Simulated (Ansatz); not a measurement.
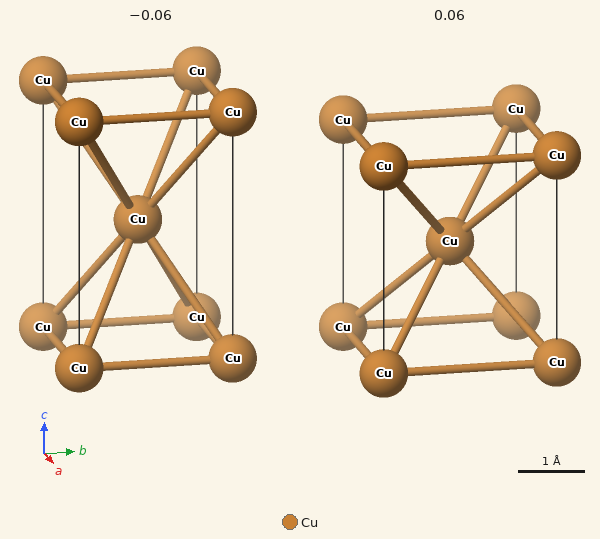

Solid Cu (set up in Fm-3m), under biaxial strain in the a–b plane (c relaxed, atoms fixed by symmetry), with energies (extrapolated to zero smearing) counted from the relaxed crystal, which is the row at zero; the cubic crystal is set up in a tetragonal cell with a = a(cubic)/√2 and c = a(cubic). The picture shows the first and the last member. The picture is a ball-and-stick view of the cell of the calculation, seen slightly off an axis.

Computed with Ansatz 0.2.0: DFT PBE, scalar-relativistic, plane waves, PAW. Set-up: plane-wave cutoff 420 eV; k-point mesh 20 × 20 × 14; occupations gaussian; smearing width 0.1 eV; no spin polarisation; force threshold 0.008 eV/Å.

```
strain  energy (meV/atom)  a (Å)  c (Å)
 −0.06              52.14  2.413  3.915
 −0.04                  ?      ?      ?
 −0.02               5.27  2.515  3.724
   0.0               0.00  2.567  3.630
  0.02               3.13  2.618  3.527
  0.04              11.46  2.669  3.416
  0.06              21.46  2.721  3.292
```

Q: One row is withheld. What does the calculation give there?

A: A parabola through three neighbouring rows (−0.06, −0.02, 0.0) gives, with Lagrange weights, (0.3333)(52.14) + (1.0000)(5.27) + (−0.3333)(0.00) = 22.65 meV/atom. The calculation gives 21.52 meV/atom (a = 2.464 Å, c = 3.820 Å). The estimate is 1.13 meV/atom too high. From the first member to the last: Cu–Cu 2.413 → 2.721 Å, Cu–Cu 2.596 → 2.532 Å.

The whole series:

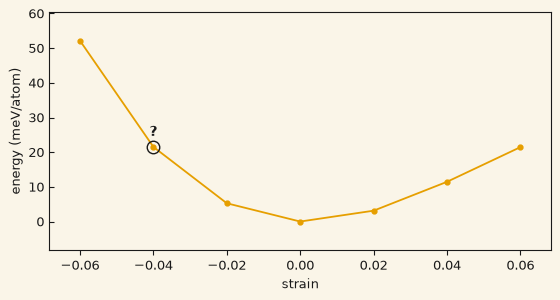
